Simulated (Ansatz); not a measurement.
## Zr5S12: single-point calculation (part 1 of 2)

System: Zr5S12 (slab, 17 atoms in the cell).
Method: DFT PBEsol, scalar-relativistic, plane waves, PAW, no spin polarisation (Ansatz 0.2.0).

The structure derives from an entry of the Crystallography Open Database. It belongs to a series of runs on one base structure; here: (0 1 2) slab cut from the bulk. Figures and captions count atoms from 1; the log counts them from 0 in places.

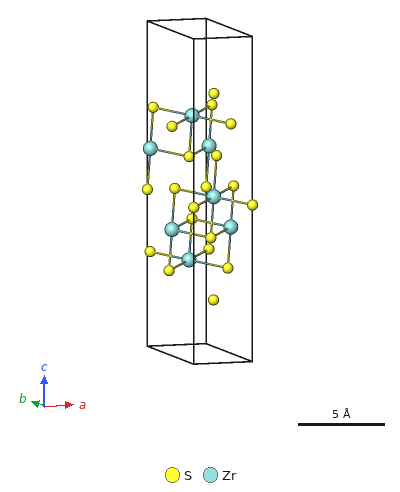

The structure (ball-and-stick view of the cell of the calculation, with the vacuum cut short, seen slightly off an axis). An atom can appear more than once, as a periodic image.

**Input**
```yaml
crystal:
  lattice:
    - [3.6273865728, 0.0, 0.0]
    - [0.0, 8.6056646465, 0.0]
    - [0.0, 0.0, 27.1897815996]
  atoms:
    - { symbol: S, position: [0.5, 0.2042207632, 0.2758389203] }
    - { symbol: S, position: [0.0, 0.5292713259, 0.3293949887] }
    - { symbol: Zr, position: [0.5, 0.7334920891, 0.3420935636] }
    - { symbol: S, position: [0.0, 0.9377128522, 0.3547921385] }
    - { symbol: S, position: [0.5, 0.2627634149, 0.4083482069] }
    - { symbol: Zr, position: [0.0, 0.4669841781, 0.4210467818] }
    - { symbol: S, position: [0.5, 0.6712049413, 0.4337453567] }
    - { symbol: S, position: [0.0, 0.996255504, 0.4873014251] }
    - { symbol: Zr, position: [0.5, 0.2004762672, 0.5] }
    - { symbol: S, position: [0.0, 0.4046970304, 0.5126985749] }
    - { symbol: S, position: [0.5, 0.729747593, 0.5662546433] }
    - { symbol: Zr, position: [0.0, 0.9339683562, 0.5789532182] }
    - { symbol: S, position: [0.5, 0.1381891194, 0.5916517931] }
    - { symbol: S, position: [0.0, 0.4632396821, 0.6452078615] }
    - { symbol: Zr, position: [0.5, 0.6674604453, 0.6579064364] }
    - { symbol: S, position: [0.0, 0.8716812085, 0.6706050113] }
    - { symbol: S, position: [0.5, 0.1967317711, 0.7241610797] }
basis:
  ecutwfc: 420
kpoints:
  mp_grid: { grid: [7, 3, 1] }
hamiltonian:
  xc: pbesol
scf:
  occupations: { method: gaussian, width: 0.05 }
output:
  forces: true
  stress: true
  eigenvalues: true
  write_density: true
  write_potential: true
  elf: true
  volumetric_format: npy
efield:
  axis: 3
  dipole_correction: true
  ramp_width: 0.04
```

Launch command:
```bash
ansatz run input.yaml --threads 2 --pin off --max-ram 5120MiB --backend cpu --events-out ev --progress --plain --runs-dir out
```

**The program's output**
```
Engine: ansatz 0.2.0, aarch64-unknown-linux-gnu
Pseudopotentials: kind: paw
Pseudopotential: S, paw, valence charge 6, recommended cutoff 420 eV (normal), S.paw.azcp
Pseudopotential: Zr, paw, valence charge 12, recommended cutoff 420 eV (normal), Zr.paw.azcp
Functional definition: PBEsol
  exchange = pbesol_x
  correlation = pbesol_c
Crystal: 17 atoms, lattice volume = 848.758 Å³
Basis set: ecut = 420 eV, 16515 PW (Γ), exchange–correlation on 50×120×384 points (8 copies of the dense FFT grid, shifted against one another)
Bands: 83, of which v1, the nominal top of the filled ones, is band 66 counted from 1 (65 counted from 0)
Symmetry: 2 space group operations
k-points: 8 of 21 (time reversal used)
Non-local potential: S, projectors of the file, l = 0: 2, l = 1: 2, l = 2: 2
Non-local potential: Zr, projectors of the file, l = 0: 3, l = 1: 2, l = 2: 2, l = 3: 2
PAW form: soft (Blöchl's): semilocal exchange-correlation on the pseudo side does not see the compensation charge
PAW frozen core: S, regenerated for the run's functional, and the local potential with it (the file was generated under x = pbe(κ = 0.804, μ = 0.2195149727645171), c = pbe(β = 0.06672455060314922))
PAW frozen core: Zr, regenerated for the run's functional, and the local potential with it (the file was generated under x = pbe(κ = 0.804, μ = 0.2195149727645171), c = pbe(β = 0.06672455060314922))
PAW one-centre angular grid: S, 110 points (default); XC on 64 Gauss nodes
PAW one-centre angular grid: Zr, 590 points (default); XC on 64 Gauss nodes
Initial density: superposition of atomic densities (neutral atoms: chi_scale 0, normalization atom), corrected by the library's trained network
Initial wavefunctions: pseudopotential atomic-orbital guess
Functional: x = pbesol(κ = 0.804, μ = 0.12345679012345678), c = pbesol(β = 0.046)
SCF iter   1: F=—  HF=-31276.588401 eV  |F-HF|=—  |Δ(HF+E_count)|=         —  Δρ=5.69e-3  dr2=7.11e-1  ethr=1.77e-3  p=0.000 e·Å  D=1.36e-11 V/Å  ΔV_dip=-0.00 eV  dr2_dipole=8.44e-13  V_vac-E_F(+/−)=5.97/5.97 eV  ⟨swp⟩=7.2  Hψ=3060  notcnv=0  defer=11
efield: sawtooth ramp at fractional position 0.9800 (placed from the atoms, in the widest stretch of the axis that holds none; the zero of the levels goes with the place), width 0.0400; the density the first Hamiltonian is built on has a dipole p = 0.000 e·Å; the dipole correction subtracts the counter field D = 1.36e-11 V/Å, which shifts the + side's vacuum level by -0.00 eV against the − side's; the planar-averaged density in the ramp window peaks in size at 2.4e-5 e/Å³
preconditioner: auto → LDOS  [metal: Δε(μ)=0.015 eV  Ē_g=6.646 eV  σ=0.050 eV  W_gap=0.17  n_scr=110 (ndim 8)  ℏωp=12.2 eV  f_vac=0.488  D(μ)=33.59/eV (n_scr^D=286)  β→1.0]
SCF iter   2: F=—  HF=-31276.697930 eV  |F-HF|=—  |Δ(HF+E_count)|=   1.10e-1  Δρ=1.40e-2  dr2=1.73e0  ethr=5.38e-4  p=0.000 e·Å  D=1.34e-6 V/Å  ΔV_dip=-0.00 eV  dr2_dipole=3.41e-5  V_vac-E_F(+/−)=5.99/5.99 eV  ⟨swp⟩=2.0  Hψ=1114  notcnv=0  defer=78  recentre
SCF iter   3: F=—  HF=-31276.534973 eV  |F-HF|=—  |Δ(HF+E_count)|=   1.63e-1  Δρ=2.80e-3  dr2=3.39e-1  ethr=5.38e-4  p=0.000 e·Å  D=7.52e-7 V/Å  ΔV_dip=-0.00 eV  dr2_dipole=1.05e-6  V_vac-E_F(+/−)=6.01/6.01 eV  ⟨swp⟩=2.0  Hψ=930  notcnv=0  defer=78
SCF iter   4: F=—  HF=-31276.522423 eV  |F-HF|=—  |Δ(HF+E_count)|=   1.25e-2  Δρ=3.15e-3  dr2=2.17e-1  ethr=2.57e-4  p=-0.000 e·Å  D=-9.84e-7 V/Å  ΔV_dip=0.00 eV  dr2_dipole=3.61e-6  V_vac-E_F(+/−)=6.04/6.04 eV  ⟨swp⟩=1.0  Hψ=586  notcnv=0  defer=78
SCF iter   5: F=—  HF=-31276.523679 eV  |F-HF|=—  |Δ(HF+E_count)|=   1.26e-3  Δρ=4.23e-3  dr2=2.77e-1  ethr=1.64e-4  p=-0.000 e·Å  D=-2.60e-6 V/Å  ΔV_dip=0.00 eV  dr2_dipole=6.13e-7  V_vac-E_F(+/−)=6.05/6.05 eV  ⟨swp⟩=1.0  Hψ=586  notcnv=0  defer=78
SCF iter   6: F=—  HF=-31276.506279 eV  |F-HF|=—  |Δ(HF+E_count)|=   1.74e-2  Δρ=1.71e-3  dr2=8.05e-2  ethr=1.64e-4  p=-0.000 e·Å  D=-3.06e-6 V/Å  ΔV_dip=0.00 eV  dr2_dipole=8.00e-7  V_vac-E_F(+/−)=6.08/6.08 eV  ⟨swp⟩=1.0  Hψ=609  notcnv=0  defer=78
SCF iter   7: F=—  HF=-31276.501923 eV  |F-HF|=—  |Δ(HF+E_count)|=   4.36e-3  Δρ=9.58e-4  dr2=2.18e-2  ethr=6.10e-5  p=-0.000 e·Å  D=-4.84e-6 V/Å  ΔV_dip=0.00 eV  dr2_dipole=1.41e-6  V_vac-E_F(+/−)=6.09/6.09 eV  ⟨swp⟩=1.0  Hψ=745  notcnv=0  defer=74
SCF iter   8: F=—  HF=-31276.501251 eV  |F-HF|=—  |Δ(HF+E_count)|=   6.72e-4  Δρ=5.39e-4  dr2=8.53e-3  ethr=1.65e-5  p=0.000 e·Å  D=7.04e-7 V/Å  ΔV_dip=-0.00 eV  dr2_dipole=2.50e-6  V_vac-E_F(+/−)=6.09/6.09 eV  ⟨swp⟩=1.0  Hψ=586  notcnv=0  defer=74
SCF iter   9: F=—  HF=-31276.500492 eV  |F-HF|=—  |Δ(HF+E_count)|=   7.59e-4  Δρ=3.36e-4  dr2=2.35e-3  ethr=6.46e-6  p=-0.000 e·Å  D=-1.09e-5 V/Å  ΔV_dip=0.00 eV  dr2_dipole=4.04e-6  V_vac-E_F(+/−)=6.10/6.09 eV  ⟨swp⟩=1.1  Hψ=587  notcnv=0  defer=74
SCF iter  10: F=—  HF=-31276.500531 eV  |F-HF|=—  |Δ(HF+E_count)|=   3.92e-5  Δρ=6.83e-4  dr2=3.56e-3  ethr=1.78e-6  p=0.000 e·Å  D=3.18e-5 V/Å  ΔV_dip=-0.00 eV  dr2_dipole=7.04e-5  V_vac-E_F(+/−)=6.10/6.10 eV  ⟨swp⟩=2.0  Hψ=749  notcnv=0  defer=74
SCF iter  11: F=—  HF=-31276.500243 eV  |F-HF|=—  |Δ(HF+E_count)|=   2.88e-4  Δρ=1.18e-4  dr2=2.08e-4  ethr=1.78e-6  p=-0.000 e·Å  D=-4.64e-6 V/Å  ΔV_dip=0.00 eV  dr2_dipole=9.64e-6  V_vac-E_F(+/−)=6.10/6.10 eV  ⟨swp⟩=1.0  Hψ=586  notcnv=0  defer=74
SCF iter  12: F=—  HF=-31276.500266 eV  |F-HF|=—  |Δ(HF+E_count)|=   2.34e-5  Δρ=7.73e-5  dr2=8.56e-5  ethr=1.58e-7  p=0.000 e·Å  D=2.82e-6 V/Å  ΔV_dip=-0.00 eV  dr2_dipole=1.93e-5  V_vac-E_F(+/−)=6.10/6.10 eV  ⟨swp⟩=2.0  Hψ=797  notcnv=0  defer=74
SCF iter  13: F=—  HF=-31276.500061 eV  |F-HF|=—  |Δ(HF+E_count)|=   2.05e-4  Δρ=4.86e-5  dr2=4.61e-5  ethr=6.48e-8  p=-0.000 e·Å  D=-2.18e-7 V/Å  ΔV_dip=0.00 eV  dr2_dipole=1.77e-5  V_vac-E_F(+/−)=6.10/6.10 eV  ⟨swp⟩=1.0  Hψ=586  notcnv=0  defer=74
SCF iter  14: F=—  HF=-31276.500068 eV  |F-HF|=—  |Δ(HF+E_count)|=   6.27e-6  Δρ=5.47e-5  dr2=2.44e-5  ethr=3.49e-8  p=0.000 e·Å  D=7.95e-7 V/Å  ΔV_dip=-0.00 eV  dr2_dipole=4.58e-7  V_vac-E_F(+/−)=6.10/6.10 eV  ⟨swp⟩=1.5  Hψ=593  notcnv=0  defer=74
SCF iter  15: F=—  HF=-31276.500068 eV  |F-HF|=—  |Δ(HF+E_count)|=   1.78e-7  Δρ=1.57e-5  dr2=5.80e-6  ethr=1.85e-8  p=0.000 e·Å  D=6.45e-7 V/Å  ΔV_dip=-0.00 eV  dr2_dipole=9.88e-8  V_vac-E_F(+/−)=6.10/6.10 eV  ⟨swp⟩=1.5  Hψ=598  notcnv=0  defer=74
SCF iter  16: F=—  HF=-31276.500069 eV  |F-HF|=—  |Δ(HF+E_count)|=   6.85e-7  Δρ=1.64e-5  dr2=4.15e-6  ethr=4.39e-9  p=0.000 e·Å  D=4.05e-7 V/Å  ΔV_dip=-0.00 eV  dr2_dipole=2.16e-9  V_vac-E_F(+/−)=6.10/6.10 eV  ⟨swp⟩=2.1  Hψ=743  notcnv=0  defer=74
SCF iter  17: F=—  HF=-31276.500069 eV  |F-HF|=—  |Δ(HF+E_count)|=   4.26e-8  Δρ=1.23e-5  dr2=3.56e-6  ethr=3.15e-9  p=0.000 e·Å  D=1.79e-7 V/Å  ΔV_dip=-0.00 eV  dr2_dipole=3.11e-9  V_vac-E_F(+/−)=6.10/6.10 eV  ⟨swp⟩=1.1  Hψ=587  notcnv=0  defer=74
SCF iter  18: F=—  HF=-31276.500068 eV  |F-HF|=—  |Δ(HF+E_count)|=   1.73e-7  Δρ=6.07e-6  dr2=1.41e-6  ethr=2.70e-9  p=0.000 e·Å  D=1.18e-8 V/Å  ΔV_dip=-0.00 eV  dr2_dipole=2.27e-8  V_vac-E_F(+/−)=6.10/6.10 eV  ⟨swp⟩=1.0  Hψ=586  notcnv=0  defer=74
SCF iter  19: F=—  HF=-31276.500068 eV  |F-HF|=—  |Δ(HF+E_count)|=   1.74e-7  Δρ=4.33e-6  dr2=5.98e-7  ethr=1.07e-9  p=0.000 e·Å  D=1.05e-7 V/Å  ΔV_dip=-0.00 eV  dr2_dipole=3.25e-9  V_vac-E_F(+/−)=6.10/6.10 eV  ⟨swp⟩=1.1  Hψ=587  notcnv=0  defer=74
SCF iter  20: F=—  HF=-31276.500068 eV  |F-HF|=—  |Δ(HF+E_count)|=   3.75e-8  Δρ=3.62e-6  dr2=2.63e-7  ethr=4.53e-10  p=-0.000 e·Å  D=-2.10e-9 V/Å  ΔV_dip=0.00 eV  dr2_dipole=6.90e-10  V_vac-E_F(+/−)=6.10/6.10 eV  ⟨swp⟩=1.5  Hψ=594  notcnv=0  defer=74
SCF iter  21: F=—  HF=-31276.500068 eV  |F-HF|=—  |Δ(HF+E_count)|=   3.98e-8  Δρ=2.69e-6  dr2=1.31e-7  ethr=1.99e-10  p=0.000 e·Å  D=1.64e-7 V/Å  ΔV_dip=-0.00 eV  dr2_dipole=2.63e-10  V_vac-E_F(+/−)=6.10/6.10 eV  ⟨swp⟩=1.6  Hψ=647  notcnv=0  defer=74
SCF iter  22: F=-31276.500068 eV  HF=-31276.500068 eV  |F-HF|=5.28e-10  |Δ(HF+E_count)|=   4.10e-8  Δρ=1.14e-6  dr2=2.90e-8  ethr=7.58e-11  p=0.000 e·Å  D=5.33e-8 V/Å  ΔV_dip=-0.00 eV  dr2_dipole=8.84e-10  V_vac-E_F(+/−)=6.10/6.10 eV  ⟨swp⟩=16.1  Hψ=4920  notcnv=0
SCF 1 converged in 22 iterations: F = -31276.500068 eV  dr2 = 2.90e-8
  greatest PAW one-centre occupation: 0.996 electrons in one spin orbital (limit 2), on the Zr atom at site 14 (counted from 0), in its partial waves of l = 0
```

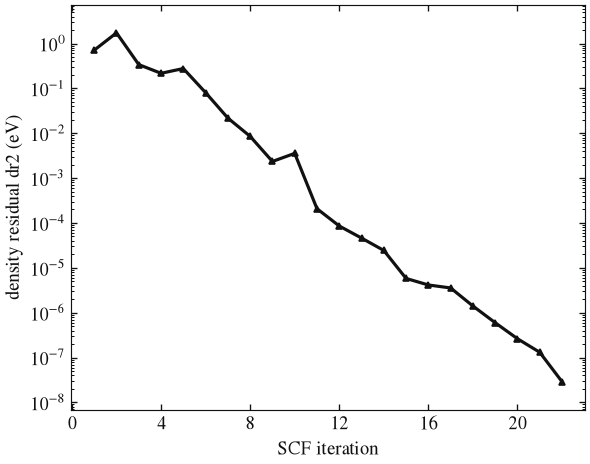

Convergence of the self-consistent field: density residual dr2 against the SCF iteration. The residual comes down, with one marked jump up, by a factor of about 2.5, at step 2.

```
WARN: The input density's exchange-correlation potential varies sharply where the density is thin. Do not read a vacuum level from v_tot or v_xc, or from such a field of the output density. On a cell that repeats whose density bears no net charge and no dipole along the vacuum's axis use v_es (v_loc + v_h of the components); under efield.dipole_correction with no amplitude use v_es + v_field, which holds any external_charges[].barrier, or the levels of the report's work_function block, which leave it out; under a non-zero efield.amplitude the vacuum is tilted and has no level; on a cell that repeats and bears such a dipole with no correction it is tilted too, and efield.dipole_correction with no amplitude gives each side of its ramp a level where efield: is served; in a cell that repeats whose density bears a net charge (total_charge, or a fill off its count) it is curved and has none; of a slab under crystal.periodic whose density bears no net charge use v_es, which has a level on each side, short of where the two are joined; of another it falls or rises all the way out and has none; of a slab beside external_charges read slab_vacuum_level instead, which it has where they leave it neutral. The grid or the basis barely resolves most such structure, and the values can differ between equally converged runs; as a rule a tighter scf.convergence.dr2_threshold does not remove it. Where the density itself ripples (under the LDA too) a higher basis.ecutwfc lessens it. The files hold the spikes' plane waves up to the density's cutoff. Files: v_tot and the like, and their columns of v_z.tsv (output.write_potential); v_xc and the like, and their columns of v_comp_z.tsv (output.write_potential_components); where files of the output density stand in their place, no point of their own thin density is over the threshold below, and this is of outcome.potential() and, of a run that writes arrays (npy), the arrays of these names. Measured: with its Gaussian average of σ = 0.25 Å subtracted twice, the exchange-correlation potential is over 0.1 eV at 1 of the grid points where the equally averaged density (valence and model cores) is under 1e-3 e/Å³, and 0.101 eV at the most among them, at an averaged density of 7.5e-8 e/Å³. See output.write_potential in the manual, Limitations
SCF converged after 22 iterations
Free energy (F): -31276.500068 eV
Harris-Foulkes:  -31276.500068 eV  (|F-HF|=5.28e-10)
Internal energy: -31276.454220 eV  (E = F + TS)
E sigma→0 (E₀):  -31276.477144 eV
Entropy (-TS):   -0.045848 eV (-2.697 meV/atom)
Fermi energy:    -0.221533 eV
Dipole field:    D = -0.000019 V/Å  (p = -0.000091 e·Å, saw-weighted, corrected)
Work function:   Φ+ = 6.0957 eV   Φ− = 6.0951 eV
Levels:          The Fermi level and band energies are counted from a zero that moves with the ramp; work functions are not
```
